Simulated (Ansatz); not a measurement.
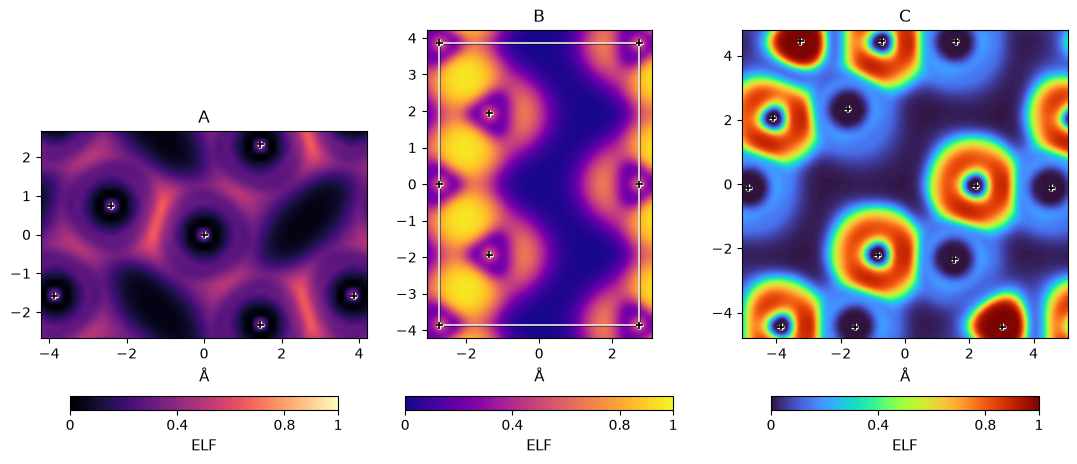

The electron localisation function of 3 systems, each on a plane through atoms (crosses mark nuclei in the plane).

All numbers below come from Ansatz 0.2.0, DFT PBE, scalar-relativistic, plane waves, PAW.

System 1: Zn16HS16 (cell charge −1, with a compensating background) (cell with a defect), the (101̄) plane of the calculation cell. 

System 2: Si, the (110) plane of the conventional cell. Space group Fd-3m; a structure from a database of computed crystals, not necessarily the ambient phase.

```
CELL_PARAMETERS angstrom
5.47009 0.00000 0.00000
0.00000 5.47009 0.00000
0.00000 0.00000 5.47009
ATOMIC_POSITIONS crystal
Si 0.25000 0.25000 0.25000
Si 0.75000 0.75000 0.25000
Si 0.75000 0.25000 0.75000
Si 0.25000 0.75000 0.75000
Si 0.00000 0.00000 0.00000
Si 0.50000 0.50000 0.00000
Si 0.50000 0.00000 0.50000
Si 0.00000 0.50000 0.50000
```

System 3: Ga, the (010) plane of the calculation cell. Space group Cmce; a structure from a database of computed crystals, not necessarily the ambient phase.

```yaml
crystal:
  lattice:
    - [7.73588, 0.00000, 0.00000]
    - [-3.86794, 6.69947, 0.00000]
    - [0.00000, 0.00000, 4.65025]
  atoms:
    - { symbol: Ga, position: [0.32256, 0.33333, 0.41988] }
    - { symbol: Ga, position: [0.98923, 0.66667, 0.41988] }
    - { symbol: Ga, position: [0.65590, 0.00000, 0.41988] }
    - { symbol: Ga, position: [0.51077, 0.33333, 0.91988] }
    - { symbol: Ga, position: [0.17744, 0.66667, 0.91988] }
    - { symbol: Ga, position: [0.84410, 0.00000, 0.91988] }
    - { symbol: Ga, position: [0.01077, 0.33333, 0.58012] }
    - { symbol: Ga, position: [0.67744, 0.66667, 0.58012] }
    - { symbol: Ga, position: [0.34410, 0.00000, 0.58012] }
    - { symbol: Ga, position: [0.82256, 0.33333, 0.08012] }
    - { symbol: Ga, position: [0.48923, 0.66667, 0.08012] }
    - { symbol: Ga, position: [0.15590, 0.00000, 0.08012] }
```

Question: Match each panel to its system.

Answer: Panel A is system 3, Ga: the plane holds Ga. Ga–Ga (2.52 Å): the ELF peaks at about 0.65 between the atoms. Panel B is system 2, Si: the plane holds Si. Si–Si (2.37 Å): the ELF peaks at about 0.95 between the atoms; localised, covalent bonding. Panel C is system 1, Zn16HS16: the plane holds Zn, S and H. Zn–S (2.30 Å): the ELF peaks at about 0.90 in the valence shell of S, 0.9 Å from its nucleus, and is about 0.60 at the midpoint.
